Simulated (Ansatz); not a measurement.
# One crystal, many levels of theory: NaSrYWO6 (F-43m), part 3 of 3

What gap does each level of theory give for NaSrYWO6 (F-43m), and in what time?

Ansatz 0.2.0; density functionals, hybrids and G0W0, plane waves, PAW. Known limits of the many-body steps: finite bands, screening cutoff and k mesh; no spin-orbit coupling in G0W0.

So far. Step 11 (G0W0@HSE06, 4×4×4 mesh, 796 empty bands, screening to …): Over all 8 irreducible mesh points the G0W0 gap is 4.354 eV, from k = Γ to k = (0.000, -0.500, -0.500). The HSE06 gap of this run on the mesh is 3.785 eV. The two states that bound the G0W0 gap lie that far apart at the start, so the correction of the gap is 4.354 − 3.785 = +0.569 eV. G0W0@HSE06 against G0W0@PBE with 836 bands: 4.354 − 3.797 = +0.557 eV, with the same mesh, files and cutoffs, and both edges at the same k points.

In doubt: masses and optical values from hybrid runs of this build are listed as unsure (step 11), which bears on the screening that GW takes from such a start.

### Step 13. All levels together

Each gap is the least one over the points named; times are wall times on shared hosts, not benchmarks. A G0W0 time includes the run's own self-consistent start. Runs with listed points see these and the mesh alone, so an edge that moves elsewhere is missed. Rows marked * are further runs, not shown as steps, whose inputs differ from the G0W0 step on the same start in the columns given; solver thresholds can differ too. Symmetry makes (-0.500, -0.500, 0.000) and (0.000, -0.500, -0.500) one point.

```
     level   mesh       files, cutoff  bands summed, screening                         points  gap (eV)  valence top        conduction bottom  least direct gap (eV)     time
       LDA  6×6×6  soft_1 PAW, 420 eV                        -         mesh and listed points     2.321            Γ  (-0.500, -0.500, 0.000)                  2.346    8.2 s
    PBEsol  6×6×6  soft_1 PAW, 420 eV                        -         mesh and listed points     2.380            Γ  (-0.500, -0.500, 0.000)                  2.402    7.8 s
       PBE  6×6×6  soft_1 PAW, 420 eV                        -                  mesh and path     2.454            Γ  (-0.500, -0.500, 0.000)                  2.477    8.9 s
   PBE+SOC  6×6×6  soft_1 PAW, 420 eV                        -         mesh and listed points     2.362            Γ                        Γ                  2.362    6.7 s
    r2SCAN  6×6×6  soft_1 PAW, 500 eV                        -         mesh and listed points     2.814            Γ  (-0.500, -0.500, 0.000)                  2.838    5.9 s
     HSE06  4×4×4  soft_1 PAW, 420 eV                        -         mesh and listed points     3.785            Γ  (-0.500, -0.500, 0.000)                  3.806     32 s
      PBE0  4×4×4  soft_1 PAW, 420 eV                        -         mesh and listed points     4.539            Γ  (-0.500, -0.500, 0.000)                  4.560     32 s
  DDH-PBE0  4×4×4  soft_1 PAW, 420 eV                        -         mesh and listed points     4.280            Γ  (-0.500, -0.500, 0.000)                  4.302     53 s
 G0W0@PBE*  4×4×4  soft_1 PAW, 420 eV               170, 54 eV  all 8 irreducible mesh points     3.871            Γ  (0.000, -0.500, -0.500)                  3.894     15 s
 G0W0@PBE*  4×4×4  soft_1 PAW, 420 eV              410, 108 eV  all 8 irreducible mesh points     3.752            Γ  (0.000, -0.500, -0.500)                  3.778     16 s
  G0W0@PBE  4×4×4  soft_1 PAW, 420 eV              836, 180 eV  all 8 irreducible mesh points     3.797            Γ  (0.000, -0.500, -0.500)                  3.822     32 s
 G0W0@PBE*  2×2×2  soft_1 PAW, 420 eV              410, 108 eV  all 3 irreducible mesh points     3.642            Γ  (0.000, -0.500, -0.500)                  3.678    6.6 s
G0W0@HSE06  4×4×4  soft_1 PAW, 420 eV              836, 180 eV  all 8 irreducible mesh points     4.354            Γ  (0.000, -0.500, -0.500)                  4.385  1.7 min
  G0W0@LDA  4×4×4  soft_1 PAW, 420 eV              836, 180 eV  all 8 irreducible mesh points     3.886            Γ  (0.000, -0.500, -0.500)                  3.908     33 s
```

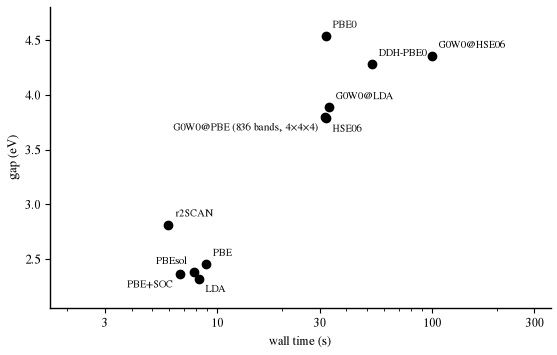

Gap against wall time for the runs shown as steps.

### Step 14. Outcome

- LDA, over mesh and listed points: 2.321 eV
- PBEsol, over mesh and listed points: 2.380 eV
- PBE, over mesh and path: 2.454 eV
- PBE+SOC, over mesh and listed points: 2.362 eV
- r2SCAN, over mesh and listed points: 2.814 eV
- HSE06, over mesh and listed points: 3.785 eV
- PBE0, over mesh and listed points: 4.539 eV
- DDH-PBE0, over mesh and listed points: 4.280 eV
- G0W0@PBE (836 bands, 4×4×4), over all 8 irreducible mesh points: 3.797 eV
- G0W0@HSE06, over all 8 irreducible mesh points: 4.354 eV
- G0W0@LDA, over all 8 irreducible mesh points: 3.886 eV
- known limits: finite bands, screening cutoff and k mesh; no spin-orbit coupling in G0W0

What this shows: The rows run from 2.321 eV (LDA) to 4.539 eV (PBE0). They differ in mesh, plane-wave cutoff, bands and screening cutoff of G0W0 and the points over which the gap was sought as well as in level, so only pairs that share these are like for like. PBEsol against LDA: 2.380 − 2.321 = +0.059 eV, with the same mesh, files and cutoff, and both edges at the same k points. PBE against PBEsol: 2.454 − 2.380 = +0.074 eV, with the same mesh, files and cutoff, and both edges at the same k points. PBE0 against HSE06: 4.539 − 3.785 = +0.754 eV, with the same mesh, files and cutoff, and both edges at the same k points. DDH-PBE0 against PBE0: 4.280 − 4.539 = −0.259 eV, with the same mesh, files and cutoff, and both edges at the same k points. G0W0@HSE06 against G0W0@PBE with 836 bands: 4.354 − 3.797 = +0.557 eV, with the same mesh, files and cutoffs, and both edges at the same k points. G0W0@LDA against G0W0@HSE06 with 836 bands: 3.886 − 4.354 = −0.468 eV, with the same mesh, files and cutoffs, and both edges at the same k points. The dielectric-dependent hybrid took 0.220 of exact exchange, against 0.25 in PBE0. G0W0@PBE (836 bands, 4×4×4) moves the gap of its own start on the mesh by 3.797 − 2.453 = +1.344 eV, between the same two levels. Both edges that PBE shows over mesh and path lie at k points where levels were corrected. Levels at other points were not corrected, so a lower G0W0 gap elsewhere in the zone is not ruled out. G0W0@HSE06 moves the gap of its own start on the mesh by 4.354 − 3.785 = +0.569 eV, between the same two levels. Both edges that HSE06 shows over mesh and listed points lie at k points where levels were corrected. Levels at other points were not corrected, so a lower G0W0 gap elsewhere in the zone is not ruled out. G0W0@LDA moves the gap of its own start on the mesh by 3.886 − 2.320 = +1.566 eV, between the same two levels. Both edges that LDA shows over mesh and listed points lie at k points where levels were corrected. Levels at other points were not corrected, so a lower G0W0 gap elsewhere in the zone is not ruled out. What spin-orbit coupling does to the G0W0 levels was not computed, so no sum with the G0W0 gap is formed. For G0W0@PBE: from 170 bands and 54 eV to 836 bands and 180 eV the gap moves by 3.797 − 3.871 = −0.074 eV (rung by rung 3.871, 3.752, 3.797 eV); bands and screening cutoff rise together, so their parts are not told apart. The gap turns back along the series (3.871, 3.752, 3.797 eV), so no line is drawn and the limit is not known. The other G0W0 rows are shown at one basis each (836 bands), so their distance from the limit is not known here. With the 2×2×2 mesh in place of the 4×4×4 mesh and all else as in the G0W0@PBE row with 410 bands, the gap differs by 3.642 − 3.752 = −0.110 eV, and that of the start by 2.401 − 2.453 = −0.052 eV. The G0W0 runs are scalar-relativistic. G0W0@PBE runs of this series with other atomic data on the same mesh, not shown as steps, give 3.850 eV (hard PAW, 930 eV, 1227 bands, screening to 234 eV); where bands and cutoffs differ too, the part of the files is not isolated.

[Paths, hosts, dates, memory and timing lines, banners, echoed tables and standing remarks are left out of the program output.]

[Logs are printed without paths, hosts, clocks, repeated set-up lines and the standing remarks that a program may print on its own settings, such as how far it seeks lower states.]

[Runs of the session that timed out or met a known fault of the program may be left out.]

[Cells called generated may have been cut or substituted from an entry of the Crystallography Open Database or the Materials Project.]

[Hosts, paths, dates, database ids (printed as entryN), source tags and the programs' standing remarks are cut or masked in the printed files.]

[Where an RPA ε∞ is given, it is that of the G0W0 mesh and is not shown converged in it. Names of k-points follow the symmetry that the program found, which can be lower than the space group named. Band edges on a path are those of the sampled points; other points can move an edge, and change direct to indirect where valleys lie close.]

[Hybrid gaps are those of their k-mesh and are not shown converged in it.]
